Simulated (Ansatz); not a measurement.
# Geometry relaxation of Cd3Si4P8 (part 2 of 2)

Cd3Si4P8 (defect cell, 15 atoms in the cell); DFT PBE, scalar-relativistic, plane waves, PAW, no spin polarisation (Ansatz 0.2.0); cutoff 420 eV, 4×4×4 k-mesh, Gaussian smearing of 0.05 eV. The structure derives from a Materials Project entry. It belongs to a series of runs on one base structure; here: Cd vacancy, atoms relaxed.

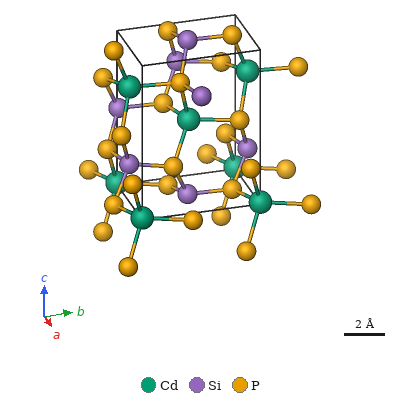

*The geometry at step 3 of the log (ball-and-stick view of the cell of the calculation, seen slightly off an axis; bonded neighbours outside the cell are drawn too).*

Output, continued:
```
  k-point 0: bands = ["-95.8697", "-95.8697", "-95.8215", "-56.9460", "-56.9460", "-56.9176", "-56.9176", "-56.9165", "-56.9165", "-56.9014", "-56.8707", "-56.8667", "-6.2852", "-5.2745", "-5.2593", "-4.0668", "-3.9794", "-3.8254", "-3.8137", "-3.7608", "-2.4046", "-1.9585", "-1.9536", "-1.9453", "-1.9239", "-1.8449", "-1.8245", "-1.7780", "-1.7609", "-1.7554", "-1.7356", "-1.7149", "-1.6669", "-1.5667", "-1.5445", "-1.5163", "-0.3949", "-0.2919", "0.7773", "1.5890", "1.9159", "1.9915", "1.9945", "2.3457", "2.7562", "2.8125", "3.3134", "3.5087", "4.3306", "4.4705", "4.5273", "4.6388", "5.2955", "5.5223", "5.7430", "5.8083", "6.0176", "6.1216", "6.1606", "7.7689", "7.9606", "7.9897", "8.1416", "8.6428", "9.1512", "9.5461", "9.5674", "9.8465", "9.9398", "10.0158", "10.0392", "10.6940", "10.7007"]
  k-point 1: bands = ["-95.8697", "-95.8697", "-95.8215", "-56.9460", "-56.9460", "-56.9176", "-56.9176", "-56.9165", "-56.9165", "-56.9014", "-56.8707", "-56.8667", "-6.2046", "-5.6475", "-4.8642", "-4.1265", "-3.9628", "-3.8704", "-3.8638", "-3.8218", "-2.2806", "-2.0189", "-1.9629", "-1.9413", "-1.8888", "-1.8565", "-1.8193", "-1.7929", "-1.7780", "-1.7654", "-1.7369", "-1.7131", "-1.6629", "-1.5782", "-1.5290", "-1.3891", "-0.7619", "-0.0111", "0.7055", "1.6833", "1.9711", "2.1973", "2.3017", "2.3120", "2.5881", "3.0229", "3.2511", "3.6619", "4.1066", "4.3658", "4.5878", "4.6626", "4.8585", "4.9528", "5.4837", "5.6531", "5.7753", "5.8690", "6.1144", "8.0574", "8.4714", "8.5221", "8.6792", "8.8951", "9.1350", "9.5341", "9.6060", "9.9144", "10.1131", "10.1519", "10.2736", "10.3853", "10.6099"]
  k-point 2: bands = ["-95.8697", "-95.8697", "-95.8215", "-56.9460", "-56.9460", "-56.9176", "-56.9176", "-56.9166", "-56.9165", "-56.9014", "-56.8707", "-56.8667", "-5.9846", "-5.9709", "-4.4519", "-4.4436", "-3.9561", "-3.9320", "-3.8586", "-3.8503", "-2.0654", "-2.0644", "-2.0413", "-1.9470", "-1.9047", "-1.8742", "-1.8100", "-1.8012", "-1.7926", "-1.7796", "-1.7366", "-1.6850", "-1.6544", "-1.5854", "-1.5108", "-1.1807", "-1.0895", "0.1811", "0.5579", "1.9891", "1.9952", "2.1012", "2.4087", "2.6998", "2.7083", "3.0843", "3.2563", "3.7334", "3.7498", "3.8840", "4.5182", "4.5920", "4.8119", "4.9603", "5.2471", "5.3120", "5.5077", "5.7531", "6.0683", "8.2875", "8.5276", "8.6823", "8.9800", "9.2407", "9.2536", "9.8612", "10.0054", "10.1325", "10.1580", "10.2537", "10.4396", "10.8760", "10.9217"]
  k-point 23: bands = ["-95.8697", "-95.8697", "-95.8215", "-56.9460", "-56.9460", "-56.9176", "-56.9176", "-56.9166", "-56.9166", "-56.9014", "-56.8707", "-56.8667", "-5.4002", "-5.3632", "-5.2620", "-5.2468", "-4.0539", "-4.0537", "-3.9080", "-3.8740", "-2.0793", "-2.0504", "-2.0054", "-1.9984", "-1.8997", "-1.8879", "-1.8369", "-1.8204", "-1.7911", "-1.7662", "-1.7642", "-1.7409", "-1.7021", "-1.7015", "-1.6679", "0.0599", "0.0661", "0.0935", "0.1901", "1.8235", "1.8299", "1.8675", "2.4972", "2.7383", "2.8210", "2.8565", "3.4776", "3.8416", "3.8550", "3.9318", "4.2123", "4.9722", "5.0257", "5.1006", "5.1867", "5.3887", "5.3939", "5.7791", "5.8034", "8.3639", "8.3878", "8.4259", "8.4831", "9.2567", "9.2777", "9.3055", "9.3413", "9.3875", "9.5586", "9.5650", "10.5989", "11.0732", "11.2196"]
--- Relaxed structure (4 steps of the walk, 4 accepted, 0 SCFs on fresh bases) ---
  F+E_penalty+E_count = -33352.79811922 eV   max|allowed force component| = 1.397e-2 eV/Å
  atoms:
    - { symbol: Cd, position: [0.5021523895986155, -0.002152389598615523, 0.7500000000000001] }
    - { symbol: Cd, position: [0.4998841002901613, 0.49854930338159753, 0.4876331058441781] }
    - { symbol: Cd, position: [0.0014506966184024122, 0.00011589970983865577, 0.0123668941558218] }
    - { symbol: Si, position: [0.007157863242804705, 0.008354698684184206, 0.4987568347020122] }
    - { symbol: Si, position: [0.4916453013158158, 0.4928421367571953, 0.0012431652979877916] }
    - { symbol: Si, position: [0.5043449399256371, 0.9956550600743629, 0.25] }
    - { symbol: Si, position: [-0.00318300700267804, 0.503183007002678, 0.7500000000000001] }
    - { symbol: P, position: [0.6149826323891906, 0.34634966999699224, 0.22262067424399956] }
    - { symbol: P, position: [0.10225922623534733, 0.8599837185352737, 0.7321742695116191] }
    - { symbol: P, position: [0.6029065332730952, 0.8459594294184265, 0.022242455849736775] }
    - { symbol: P, position: [0.0969247584895982, 0.3682326164252979, 0.5134754572572291] }
    - { symbol: P, position: [0.15365033000300782, 0.8850173676108093, 0.27737932575600044] }
    - { symbol: P, position: [0.6400162814647264, 0.39774077376465267, 0.7678257304883809] }
    - { symbol: P, position: [0.6540405705815736, 0.8970934667269049, 0.4777575441502634] }
    - { symbol: P, position: [0.1317673835747021, 0.40307524151040186, 0.9865245427427709] }
```

Trajectory as extended XYZ (Å, eV, eV/Å), 4 frames, from step=1 to step=4:
```
15
Lattice="2.8622 -2.8622 5.2898 2.8622 -2.8622 -5.2898 5.7245 5.7245 0.0000" Properties=species:S:1:pos:R:3:forces:R:3 step=1 energy=-33352.70607
Cd    5.7245    2.8622    2.6449    0.0000   0.0000   0.0192
Cd    5.7245    0.0000    0.0000   -0.1055  -0.1317   0.0078
Cd    0.0000    0.0000    0.0000    0.1055   0.1317   0.0078
Si    2.8622    2.8622    0.0000   -0.0472  -0.0520   0.0022
Si    2.8622   -2.8622    0.0000    0.0472   0.0520   0.0022
Si    5.7245   -2.8622   -2.6449    0.0000   0.0000  -0.0564
Si    5.7245    2.8622   -2.6449    0.0000   0.0000   0.1158
P     4.0323   -1.4311    1.3225    0.0740   0.1069   0.2840
P     6.8946    1.4311   -3.9674    0.0844   0.0102  -0.0113
P     4.2934   -4.0323   -1.3225   -0.0204  -0.0417  -0.0140
P     4.2934    1.6922   -1.3225    0.0796  -0.1642  -0.3082
P     4.5544   -1.4311   -3.9674   -0.0740  -0.1069   0.2840
P     7.4167    1.4311    1.3225   -0.0844  -0.0102  -0.0113
P     7.1556   -1.6922   -1.3225    0.0204   0.0417  -0.0140
P     7.1556    4.0323   -1.3225   -0.0796   0.1642  -0.3082
15
Lattice="2.8622 -2.8622 5.2898 2.8622 -2.8622 -5.2898 5.7245 5.7245 0.0000" Properties=species:S:1:pos:R:3:forces:R:3 step=2 energy=-33352.77837
Cd    5.7245    2.8622    2.6522    0.0000   0.0000   0.0011
Cd    5.6822   -0.0411    0.0009   -0.0315  -0.0256   0.0072
Cd    0.0423    0.0411    0.0009    0.0315   0.0256   0.0072
Si    2.8874    2.8158   -0.0020   -0.0551   0.0213   0.0163
Si    2.8371   -2.8158   -0.0020    0.0551  -0.0213   0.0163
Si    5.7245   -2.8622   -2.5951    0.0000   0.0000  -0.0283
Si    5.7245    2.8622   -2.6847    0.0000   0.0000   0.1164
P     4.0240   -1.4413    1.3888    0.0464  -0.0239   0.0529
P     6.9168    1.4286   -3.9983    0.1197  -0.0042  -0.0035
P     4.2693   -4.0237   -1.2953    0.0506   0.0105   0.0009
P     4.2917    1.6526   -1.3927    0.0195  -0.1592  -0.1184
P     4.5628   -1.4209   -3.9010   -0.0464   0.0239   0.0529
P     7.3944    1.4337    1.2916   -0.1197   0.0042  -0.0035
P     7.1797   -1.7007   -1.2953   -0.0506  -0.0105   0.0009
P     7.1573    4.0719   -1.3927   -0.0195   0.1592  -0.1184
15
Lattice="2.8622 -2.8622 5.2898 2.8622 -2.8622 -5.2898 5.7245 5.7245 0.0000" Properties=species:S:1:pos:R:3:forces:R:3 step=3 energy=-33352.79689
Cd    5.7245    2.8622    2.6726    0.0000   0.0000   0.0109
Cd    5.6480   -0.0734    0.0053    0.0256   0.0298   0.0111
Cd    0.0765    0.0734    0.0053   -0.0256  -0.0298   0.0111
Si    2.9066    2.8063   -0.0075   -0.0090  -0.0046   0.0059
Si    2.8179   -2.8063   -0.0075    0.0090   0.0046   0.0059
Si    5.7245   -2.8622   -2.5928    0.0000   0.0000  -0.0493
Si    5.7245    2.8622   -2.6845    0.0000   0.0000   0.0388
P     4.0214   -1.4729    1.4204   -0.0064  -0.0331  -0.0064
P     6.9476    1.4352   -4.0055    0.0151   0.0009  -0.0401
P     4.2734   -4.0130   -1.2833   -0.0386  -0.0305   0.0179
P     4.2767    1.6023   -1.4394   -0.0182   0.0211   0.0114
P     4.5654   -1.3894   -3.8694    0.0064   0.0331  -0.0064
P     7.3636    1.4270    1.2844   -0.0151  -0.0009  -0.0401
P     7.1756   -1.7115   -1.2833    0.0386   0.0305   0.0179
P     7.1723    4.1222   -1.4394    0.0182  -0.0211   0.0114
15
Lattice="2.8622 -2.8622 5.2898 2.8622 -2.8622 -5.2898 5.7245 5.7245 0.0000" Properties=species:S:1:pos:R:3:forces:R:3 step=4 energy=-33352.79812
Cd    5.7245    2.8622    2.6677    0.0000   0.0000  -0.0005
Cd    5.6492   -0.0663    0.0071   -0.0015   0.0038  -0.0012
Cd    0.0753    0.0663    0.0071    0.0015  -0.0038  -0.0012
Si    2.8995    2.8107   -0.0063   -0.0009   0.0049  -0.0008
Si    2.8250   -2.8107   -0.0063    0.0009  -0.0049  -0.0008
Si    5.7245   -2.8622   -2.5989    0.0000   0.0000  -0.0140
Si    5.7245    2.8622   -2.6786    0.0000   0.0000   0.0029
P     4.0260   -1.4772    1.4210    0.0107  -0.0085   0.0024
P     6.9455    1.4371   -4.0082   -0.0033  -0.0096   0.0028
P     4.2743   -4.0197   -1.2857    0.0000   0.0098  -0.0007
P     4.2708    1.6080   -1.4352    0.0028  -0.0043   0.0032
P     4.5608   -1.3851   -3.8688   -0.0107   0.0085   0.0024
P     7.3657    1.4251    1.2816    0.0033   0.0096   0.0028
P     7.1746   -1.7048   -1.2857    0.0000  -0.0098  -0.0007
P     7.1782    4.1165   -1.4352   -0.0028   0.0043   0.0032
```

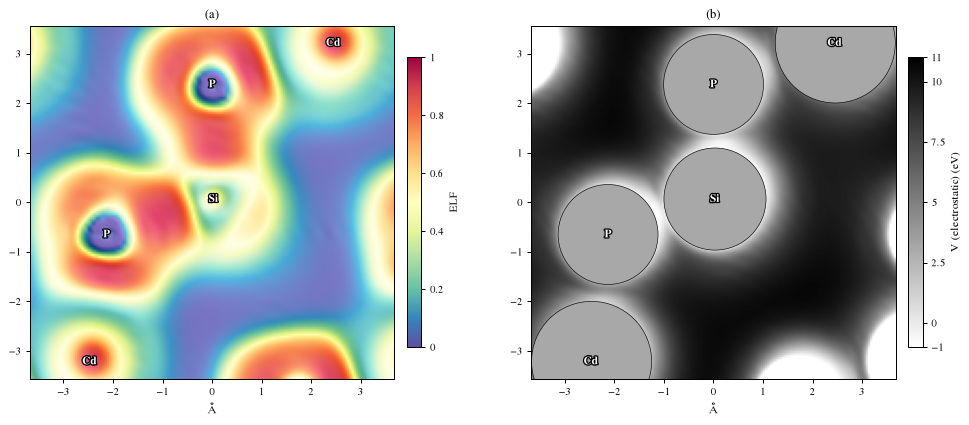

*(a) electron localisation function; (b) electrostatic potential (local pseudopotential plus Hartree) felt by an electron on the (001) plane of the calculation cell. Grey discs, where drawn, cover atomic cores.*

The plane passes through Cd, Si and P nuclei. Cd–P (2.59 Å): the ELF is about 0.40 at the midpoint. Si–P (2.32 Å): the ELF peaks at about 0.90 between the atoms, which marks a covalent bond. The strong features right at Cd lie inside the PAW spheres (semicore, d or f shells) and say nothing about bonding. Outside the cores the potential energy rises away from the atoms and is highest about 2.1 Å from the nearest atoms; outside the discs it spans about 12 eV, and its zero is arbitrary. The fields are those of the smooth PAW valence density.

The run was set up as follows.

The input:
```yaml
crystal:
  lattice:
    - [2.862247052, -2.862247052, 5.2898076]
    - [2.862247052, -2.862247052, -5.2898076]
    - [5.7244941039, 5.7244941039, 0.0]
  atoms:
    - { symbol: Cd, position: [0.5, 0.0, 0.75] }
    - { symbol: Cd, position: [0.5, 0.5, 0.5] }
    - { symbol: Cd, position: [0.0, 0.0, 0.0] }
    - { symbol: Si, position: [0.0, 0.0, 0.5] }
    - { symbol: Si, position: [0.5, 0.5, 0.0] }
    - { symbol: Si, position: [0.5, 1.0, 0.25] }
    - { symbol: Si, position: [0.0, 0.5, 0.75] }
    - { symbol: P, position: [0.6021980861, 0.3521980861, 0.2271980861] }
    - { symbol: P, position: [0.1021980861, 0.8521980861, 0.7271980861] }
    - { symbol: P, position: [0.6021980861, 0.8521980861, 0.0228019139] }
    - { symbol: P, position: [0.1021980861, 0.3521980861, 0.5228019139] }
    - { symbol: P, position: [0.1478019139, 0.8978019139, 0.2728019139] }
    - { symbol: P, position: [0.6478019139, 0.3978019139, 0.7728019139] }
    - { symbol: P, position: [0.6478019139, 0.8978019139, 0.4771980861] }
    - { symbol: P, position: [0.1478019139, 0.3978019139, 0.9771980861] }
basis:
  ecutwfc: 420
kpoints:
  mp_grid: { grid: [4, 4, 4] }
hamiltonian:
  xc: pbe
scf:
  occupations: { method: gaussian, width: 0.05 }
output:
  forces: true
  stress: true
  eigenvalues: true
  write_density: true
  write_potential: true
  elf: true
  volumetric_format: npy
relax:
  adjacent_minimum: "off"
  f_tol: 0.02
  max_steps: 50
```

Launched with:
```bash
ansatz run input.yaml --threads 4 --pin off --max-ram 9216MiB --backend cpu --events-out ev --progress --plain --runs-dir out
```

Results in brief:

- outcome: converged
- electrons treated: 116
- free energy: −33352.7981 eV
- Fermi energy: 5.947 eV
- gap on the k-point mesh: none (metallic)
- pressure: −1.97 GPa
- final volume: 346.69 Å³
- largest force (length of the vector) at the end: 0.014 eV/Å
- hardware: 4 threads of an x86-64 CPU, shared host
- wall time: 60 s (CPU time 3.6 min)
- peak memory: 1.2 GiB

The program warns: the SCF threshold is looser than advised for the printed stress.
